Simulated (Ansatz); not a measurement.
Run report: ZnO, single-point calculation

- system: ZnO (8 atoms in the cell)
- method: DFT, LDA, PAW with Ansatz's default frozen-core files, scalar-relativistic, no spin polarisation (Ansatz 0.2.0)

It belongs to a series of runs on one base structure; here: bulk in the slab's orientation, PAW files.

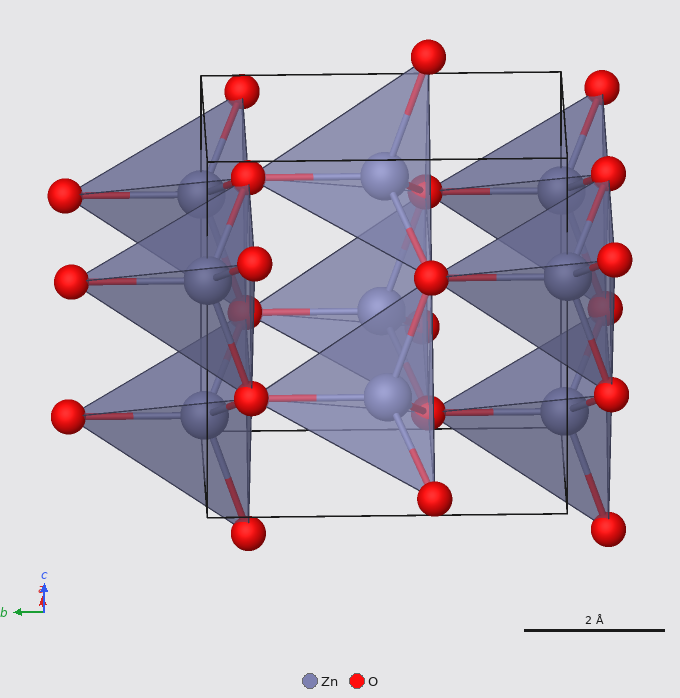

*The structure as given in the input (polyhedral view of the cell of the calculation, seen at an oblique angle; polyhedra are completed across the faces of the cell).*

### Input file
```yaml
crystal:
  lattice:
    - [-1.5932770047, 2.7596367227, 0.0]
    - [0.0, 0.0, 5.1530062734]
    - [4.7798310141, 2.7596367226, 0.0]
  atoms:
    - { symbol: Zn, position: [0.5, 0.998826915, 0.166666667] }
    - { symbol: Zn, position: [0.0, 0.998826915, 0.666666667] }
    - { symbol: Zn, position: [0.0, 0.498826915, 0.333333333] }
    - { symbol: Zn, position: [0.5, 0.498826915, 0.833333333] }
    - { symbol: O, position: [0.5, 0.377173085, 0.166666667] }
    - { symbol: O, position: [0.0, 0.377173085, 0.666666667] }
    - { symbol: O, position: [0.0, 0.877173085, 0.333333333] }
    - { symbol: O, position: [0.5, 0.877173085, 0.833333333] }
kpoints:
  mp_grid: { grid: [9, 6, 6] }
scf:
  occupations: { method: fermi_dirac, width: 0.02 }
hamiltonian:
  xc: lda
  pseudopotentials: { kind: paw }
output:
  forces: true
  stress: true
  eigenvalues: true
  write_density: true
  write_potential: true
  elf: true
  volumetric_format: npy
```

Hardware: 3 threads of Arm Neoverse V1, 24 GiB of memory available, shared host.

Launch command:
```bash
ansatz run input.yaml --threads 3 --pin off --max-ram 8192MiB --backend cpu --events-out ev --progress --plain --runs-dir out
```

### Output
```
Engine: ansatz 0.2.0, aarch64-unknown-linux-gnu
Pseudopotentials: kind: paw
Pseudopotential: Zn, paw, valence charge 12, recommended cutoff 420 eV (normal), Zn.paw.azcp
Pseudopotential: O, paw, valence charge 6, recommended cutoff 420 eV (normal), O.paw.azcp
Functional definition: SPW92
  exchange = slater_x
  correlation = pw_c
Crystal: 8 atoms, lattice volume = 90.628 Å³
Basis set: ecut = 420 eV, 1765 PW (Γ)
Bands: 44, of which v1, the nominal top of the filled ones, is band 36 counted from 1 (35 counted from 0)
Symmetry: 8 space group operations
Space group: P63mc (ITA 186), of the structure as read, at distance tolerance 4.5e-5 Å
k-points: 80 of 324 (time reversal used)
Non-local potential: Zn, projectors of the file, l = 0: 2, l = 1: 2, l = 2: 3, l = 3: 1
Non-local potential: O, projectors of the file, l = 0: 2, l = 1: 2, l = 2: 1
PAW form: soft (Blöchl's): semilocal exchange-correlation on the pseudo side does not see the compensation charge
PAW frozen core: Zn, regenerated for the run's functional, and the local potential with it (the file was generated under x = pbe(κ = 0.804, μ = 0.2195149727645171), c = pbe(β = 0.06672455060314922))
PAW frozen core: O, regenerated for the run's functional, and the local potential with it (the file was generated under x = pbe(κ = 0.804, μ = 0.2195149727645171), c = pbe(β = 0.06672455060314922))
PAW one-centre angular grid: Zn, 590 points (default); XC on 64 Gauss nodes
PAW one-centre angular grid: O, 110 points (default); XC on 64 Gauss nodes
Initial density: superposition of atomic densities (neutral atoms: chi_scale 0, normalization atom), corrected by the library's trained network
Initial wavefunctions: pseudopotential atomic-orbital guess
Functional: x = slater, c = lda
SCF iter   1: F=—  HF=-15207.949633 eV  |F-HF|=—  |Δ(HF+E_count)|=         —  Δρ=1.84e-2  dr2=2.57e-1  ethr=1.77e-3  ⟨swp⟩=6.3  Hψ=13494  notcnv=0  defer=2
preconditioner: auto → Resta (q_TF=auto, 2.626 Å⁻¹)  ε∞=7.7  [insulator: Δε(μ)=0.627 eV  Ē_g=12.826 eV  σ=0.020 eV  W_gap=1.00  n_scr=34 (ndim 8)  ℏωp=33.1 eV  f_vac=0.029  D(μ)=0.00/eV (n_scr^D=0)  ε∞_Penn≈7.7]
SCF iter   2: F=—  HF=-15207.881926 eV  |F-HF|=—  |Δ(HF+E_count)|=   6.77e-2  Δρ=3.70e-3  dr2=5.25e-3  ethr=3.58e-4  ⟨swp⟩=3.0  Hψ=7442  notcnv=0  defer=239
SCF iter   3: F=—  HF=-15207.880494 eV  |F-HF|=—  |Δ(HF+E_count)|=   1.43e-3  Δρ=2.10e-3  dr2=2.19e-3  ethr=7.30e-6  ⟨swp⟩=1.6  Hψ=3451  notcnv=0  defer=239
SCF iter   4: F=—  HF=-15207.879935 eV  |F-HF|=—  |Δ(HF+E_count)|=   5.59e-4  Δρ=7.36e-4  dr2=2.74e-4  ethr=3.05e-6  ⟨swp⟩=2.0  Hψ=5712  notcnv=0  defer=239
SCF iter   5: F=—  HF=-15207.879772 eV  |F-HF|=—  |Δ(HF+E_count)|=   1.63e-4  Δρ=1.93e-4  dr2=2.50e-5  ethr=3.80e-7  ⟨swp⟩=2.0  Hψ=5841  notcnv=0  defer=239
SCF iter   6: F=—  HF=-15207.879780 eV  |F-HF|=—  |Δ(HF+E_count)|=   7.81e-6  Δρ=2.64e-5  dr2=5.02e-7  ethr=3.47e-8  ⟨swp⟩=2.9  Hψ=6129  notcnv=0  defer=239
SCF iter   7: F=-15207.879780 eV  HF=-15207.879780 eV  |F-HF|=3.63e-8  |Δ(HF+E_count)|=   1.45e-7  Δρ=8.56e-6  dr2=6.42e-8  ethr=1.39e-10  ⟨swp⟩=12.5  Hψ=25244  notcnv=0
SCF 1 converged in 7 iterations: F = -15207.879780 eV  dr2 = 6.42e-8
  greatest PAW one-centre occupation: 0.987 electrons in one spin orbital (limit 2), on the Zn atom at site 1 (counted from 0), in its partial waves of l = 2
```

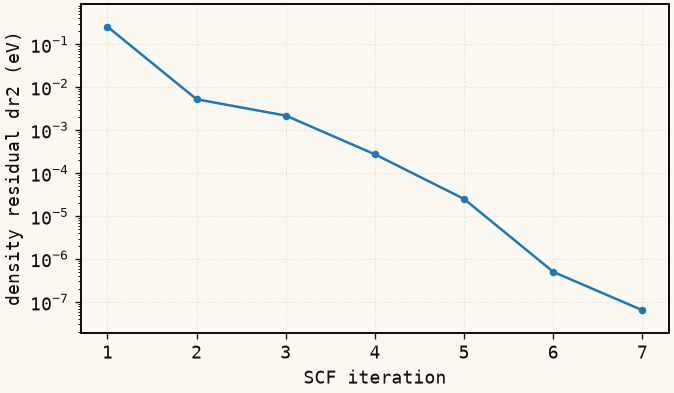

*Convergence of the self-consistent field: density residual dr2 against the SCF iteration.*

The residual falls at every step.

```
SCF converged after 7 iterations
Free energy (F): -15207.879780 eV
Harris-Foulkes:  -15207.879780 eV  (|F-HF|=3.63e-8)
Internal energy: -15207.879780 eV  (E = F + TS)
E sigma→0 (E₀):  -15207.879780 eV
Fermi energy:    7.948034 eV
--- Per-component energies (eV) ---
  E_band       = 139.604679
  E_kinetic    = 1224.331495
  E_local      = -7865.720745  (includes V_loc(G=0)·N_el)
  E_nonlocal   = 2688.531176
  E_hartree    = 3220.757296
  E_xc         = -829.376960
  E_vxc        = -583.796410  (∫ρ·V_xc dr)
  E_paw        = -7629.395019  (= ΣΔE_a)
  E_vpaw       = -1765.279285  (= ΣTr[D̂ρ^β])
  E_aug_tail   = 0.008734  (compensation charges beyond the density's cutoff)
  E_ewald      = -6023.632008
  E_core_change = 6.616251  (= ΣΔE_core)
  E_smearing   = -0.000000  (= −TS)
  E_closure    = -0.000000  (closes the sum)
  Σ components = -15207.879780   (vs F -15207.879780, Δ=0.00e0)
--- Forces (eV/Å), atoms counted from 1 ---
  atom   1  Zn    -0.00002294    -0.00001324    -0.00009044
  atom   2  Zn    -0.00002294    -0.00001324    -0.00009044
  atom   3  Zn     0.00002294     0.00001324    -0.00009044
  atom   4  Zn     0.00002294     0.00001324    -0.00009044
  atom   5  O      0.00001671     0.00000965     0.00005089
  atom   6  O      0.00001671     0.00000965     0.00005089
  atom   7  O     -0.00001671    -0.00000965     0.00005089
  atom   8  O     -0.00001671    -0.00000965     0.00005089
  max |Σ_I F_I| component: 1.58e-4 eV/Å
--- Stress (GPa, compression-positive) ---
        0.028824      -0.001708       0.000000
       -0.001708       0.030796       0.000000
        0.000000       0.000000       0.012359
  P = ⅓ Tr σ = 0.0240 GPa (0.240 kbar)
--- Band table (eV; the first three rows and the last of 80) ---
  k-point 0: bands = ["-10.6867", "-9.8778", "-9.8425", "-9.6196", "1.2156", "1.3749", "1.4281", "1.5101", "1.5101", "1.5477", "1.7198", "1.7198", "1.7804", "2.1513", "2.1987", "2.3711", "2.8214", "2.8214", "2.8486", "3.0175", "3.0574", "3.0574", "3.1123", "3.2021", "3.3605", "3.6854", "3.7748", "4.5139", "5.0924", "6.1360", "6.6347", "6.6796", "6.6797", "7.4329", "7.5387", "7.5387", "8.3394", "12.8324", "13.4236", "14.3256", "15.0020", "15.7312", "16.2492", "18.1980"]
  k-point 1: bands = ["-10.6418", "-9.9531", "-9.8220", "-9.6175", "1.1560", "1.4426", "1.4452", "1.5016", "1.5340", "1.5759", "1.7137", "1.7532", "1.7701", "2.0730", "2.2388", "2.3138", "2.8023", "2.8184", "2.8216", "2.9808", "3.0615", "3.0847", "3.1066", "3.3341", "3.3514", "3.4099", "3.9402", "4.6915", "5.2156", "6.2944", "6.4073", "6.5777", "6.7027", "7.0543", "7.3839", "7.4850", "8.9113", "12.8145", "13.1395", "14.8492", "15.0630", "15.7241", "16.2585", "18.3229"]
  k-point 2: bands = ["-10.5152", "-10.1267", "-9.7674", "-9.6407", "1.1294", "1.3251", "1.5202", "1.5970", "1.6094", "1.6475", "1.7359", "1.7677", "1.8505", "1.9254", "2.1696", "2.2385", "2.7070", "2.7509", "2.8195", "2.9061", "3.0708", "3.0941", "3.1561", "3.1992", "3.3367", "3.5262", "4.1887", "5.1822", "5.5293", "5.7169", "6.3037", "6.4077", "6.6348", "6.8827", "7.2324", "7.3335", "9.8260", "11.8487", "13.8870", "15.1051", "15.4421", "15.6953", "16.4245", "18.3925"]
  k-point 79: bands = ["-9.7464", "-9.7464", "-9.7464", "-9.7464", "1.0016", "1.0016", "1.0016", "1.0016", "2.0137", "2.0137", "2.0137", "2.0137", "2.0721", "2.0721", "2.0721", "2.0721", "3.0347", "3.0347", "3.0347", "3.0347", "3.1238", "3.1238", "3.1238", "3.1238", "3.6747", "3.6747", "3.6747", "3.6747", "5.9009", "5.9009", "5.9009", "5.9009", "6.0540", "6.0540", "6.0540", "6.0540", "13.1938", "13.1938", "13.1938", "13.1938", "16.1344", "16.1344", "16.1344", "16.1344"]
```

### File v_z.tsv
```
# z_ang	v_es[eV]	v_tot[eV]
# format = ansatz-planar-average/11
# xc	lda
# density_cutoff_ev	1680
# datasets	Zn=:simpson_from_first_knot:soft:shift=-1931363	O=:simpson_from_first_knot:soft:shift=-566719
# lattice	-1.593277005	2.759636723	0.000000000
# lattice	0.000000000	0.000000000	5.153006273
# lattice	4.779831014	2.759636723	0.000000000
# sites	8
# site	30	0.000000002	1.839757816	5.146961359
# site	30	3.186554011	1.839757816	5.146961359
# site	30	1.593277003	0.919878907	2.570458222
# site	30	3.186554008	3.679515629	2.570458222
# site	8	0.000000002	1.839757816	1.943575273
# site	8	3.186554011	1.839757816	1.943575273
# site	8	1.593277003	0.919878907	4.520078410
# site	8	3.186554008	3.679515629	4.520078410
0.000000	9.944384e0	1.404498e0
0.137982	9.502263e0	7.776045e-1
0.275964	8.198069e0	-1.066586e0
0.413946	6.299209e0	-3.768534e0
0.551927	4.375371e0	-6.587669e0
0.689909	2.705983e0	-9.085181e0
0.827891	1.497865e0	-1.096368e1
0.965873	7.353900e-1	-1.221117e1
1.103855	3.251536e-1	-1.293872e1
1.241837	-2.158694e-2	-1.347297e1
1.379818	-2.460236e-1	-1.376293e1
1.517800	-2.158694e-2	-1.347297e1
1.655782	3.251536e-1	-1.293872e1
1.793764	7.353900e-1	-1.221117e1
1.931746	1.497865e0	-1.096368e1
2.069728	2.705983e0	-9.085181e0
2.207709	4.375371e0	-6.587669e0
2.345691	6.299209e0	-3.768534e0
2.483673	8.198069e0	-1.066586e0
2.621655	9.502263e0	7.776045e-1
2.759637	9.944384e0	1.404498e0
2.897619	9.502263e0	7.776045e-1
3.035600	8.198069e0	-1.066586e0
3.173582	6.299209e0	-3.768534e0
3.311564	4.375371e0	-6.587669e0
3.449546	2.705983e0	-9.085181e0
3.587528	1.497865e0	-1.096368e1
3.725510	7.353900e-1	-1.221117e1
3.863491	3.251536e-1	-1.293872e1
4.001473	-2.158694e-2	-1.347297e1
4.139455	-2.460236e-1	-1.376293e1
4.277437	-2.158694e-2	-1.347297e1
4.415419	3.251536e-1	-1.293872e1
4.553401	7.353900e-1	-1.221117e1
4.691382	1.497865e0	-1.096368e1
4.829364	2.705983e0	-9.085181e0
4.967346	4.375371e0	-6.587669e0
5.105328	6.299209e0	-3.768534e0
5.243310	8.198069e0	-1.066586e0
5.381292	9.502263e0	7.776045e-1
```

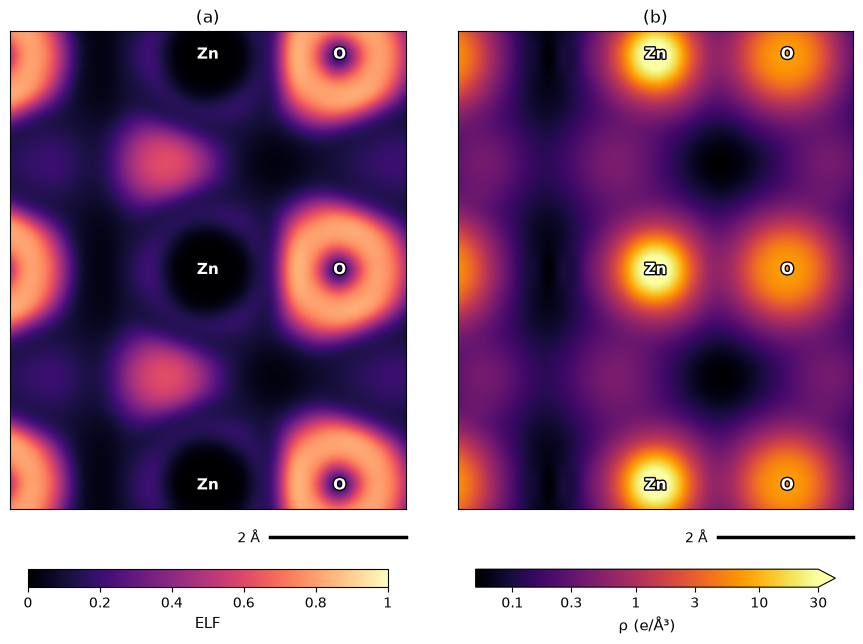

*(a) electron localisation function; (b) valence pseudo-density on the (101) plane of the calculation cell.*

Atoms in the plane: Zn and O. Zn–O (1.95 Å): ρ at the midpoint is about 0.66 e/Å³; the ELF is about 0.25 at the midpoint. Away from the nuclei the density in this plane falls to 0.05 e/Å³ at its lowest. In a PAW calculation such maps are meaningful between the atoms, not at the nuclei.

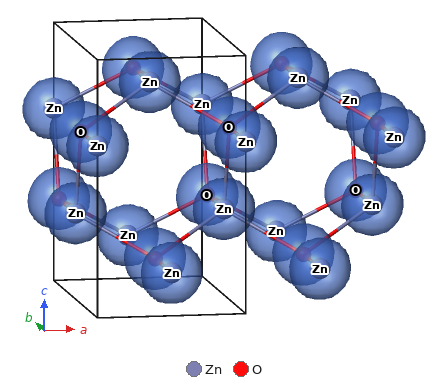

*Isosurface of the valence charge density (pseudo) at 1.5 e/Å³ (blue), seen slightly off an axis. Sticks mark near contacts. The outline is the calculation cell.*

At this value the density breaks into separate islands; it holds about 65 % of the electrons treated as valence. It is pinched off along the Zn–O (1.94 Å) contacts. On the grid the lowest density along these lines, outside the cores, is 0.64 e/Å³ (Zn–O, 1.94 Å).

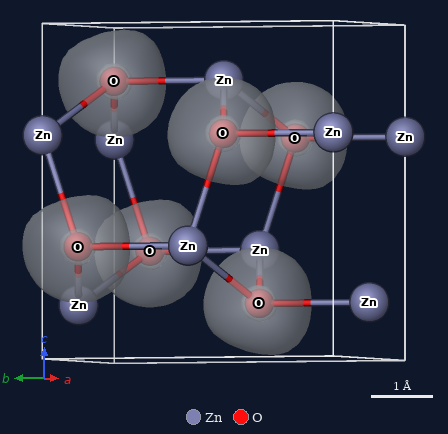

*Isosurface of the ELF at 0.6 (grey), seen at an oblique angle. Core shells and regions of very low density are left out. Sticks mark near contacts. The outline is the calculation cell.*

Values along the shortest contacts: Zn–O (1.94 Å): the ELF is about 0.25 at the midpoint.

### Key numbers

- outcome: converged
- space group (tolerance 0.01 Å): P6₃mc (186)
- electrons treated: 72
- free energy: −15207.8798 eV
- Fermi energy: 7.948 eV
- gap on the k-point mesh: 0.80 eV
- pressure: 0.02 GPa
- largest force (length of the vector): under 0.001 eV/Å
- wall time: 16 s (CPU time 46 s)
- peak memory: 0.5 GiB
